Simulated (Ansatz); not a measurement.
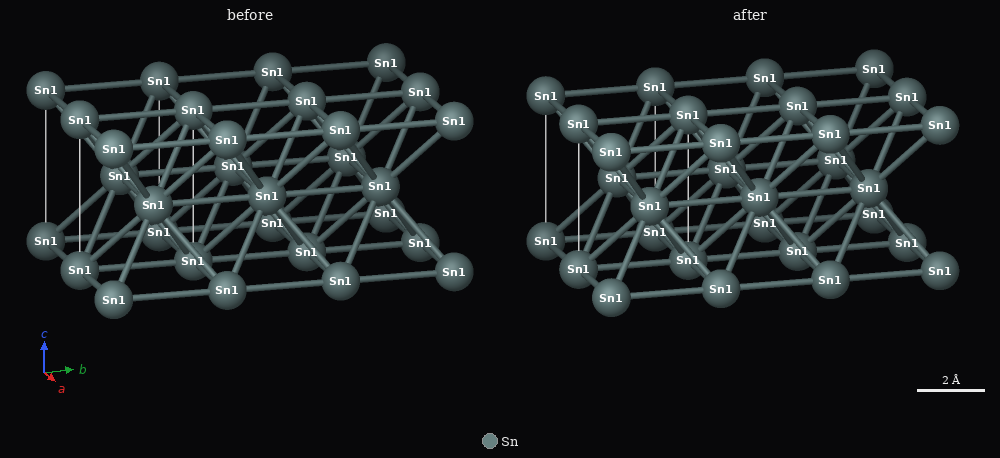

Left: a symmetric starting cell of Sn. Right: the same structure after one change, at the same scale. Style: ball-and-stick. Shown: the conventional cell (2 times the calculation's cell), repeated 2 × 3 × 1 with one cell outlined, slightly off an axis. Lengths and directions refer to the drawn axes.

Method: DFT PBE, scalar-relativistic, plane waves, PAW (Ansatz). (plane-wave cutoff 420 eV; k-point mesh 16 × 16 × 16; occupations gaussian; smearing width 0.1 eV; no spin polarisation)

Question: What distinguishes the right structure from the left one?

Answer: All lengths are scaled by −3.5 % (volume −10.1 %), the atoms keeping their fractional coordinates. No relaxation follows. The starting cell wasn't computed here and needn't be at equilibrium, so pressure and forces aren't due to the change alone.

Question: What does the change do?

Answer: The pressure is 4.7 GPa (not all of it need come from the change, since the unchanged cell can be under pressure at this level too). The principal stresses (compression positive) are 5.3 GPa along a, 4.5 GPa along c, 4.2 GPa along b. All forces vanish by symmetry. Near-neighbour distances before and after: Sn–Sn 3.551 → 3.427 Å, Sn–Sn 3.453 → 3.332 Å, Sn–Sn 3.406 → 3.287 Å. The space group stays Immm (No. 71).
